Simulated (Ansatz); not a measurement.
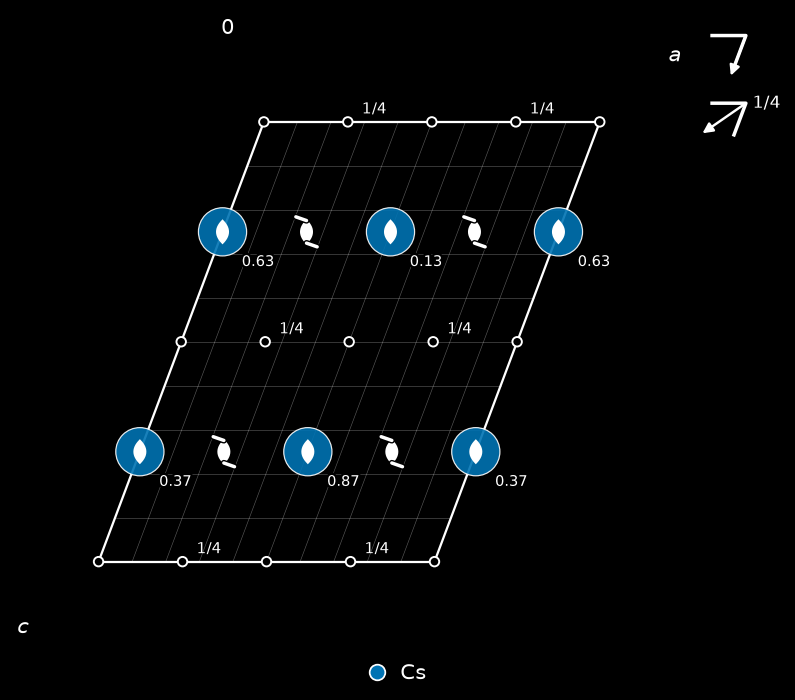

Plan of a unit cell projected along b (c down the page, a across); the numbers are heights as fractions of b, and atoms on the cell's edges are repeated. The grid marks tenths of c and a. The symmetry elements are drawn over the atoms. Graphical symbols as in the International Tables (origin upper left, heights as fractions; handed screw axes are marked by their printed symbols). Source: the geometry relaxed with Ansatz 0.2.0, DFT, PBE, plane waves (420 eV) with PAW, scalar-relativistic; the starting structure was generated, so it need not be a known form of this composition. The drawing is computed from the coordinates (standard cell, symmetry found to 0.002 Å).

a = 5.235 Å, b = 13.634 Å, c = 7.320 Å, α = 90.00°, β = 110.60°, γ = 90.00°.

Q: What does the cell contain?

A: 4 Cs: Cs, Z = 4.

Q: Which space group?

A: C2/c, No. 15, C-centred monoclinic.

Q: Give the fractional coordinates of all atoms, to two places.

A:
```
atom     x     y     z
  Cs  0.50  0.87  0.75
  Cs  0.00  0.63  0.25
  Cs  0.00  0.37  0.75
  Cs  0.50  0.13  0.25
```
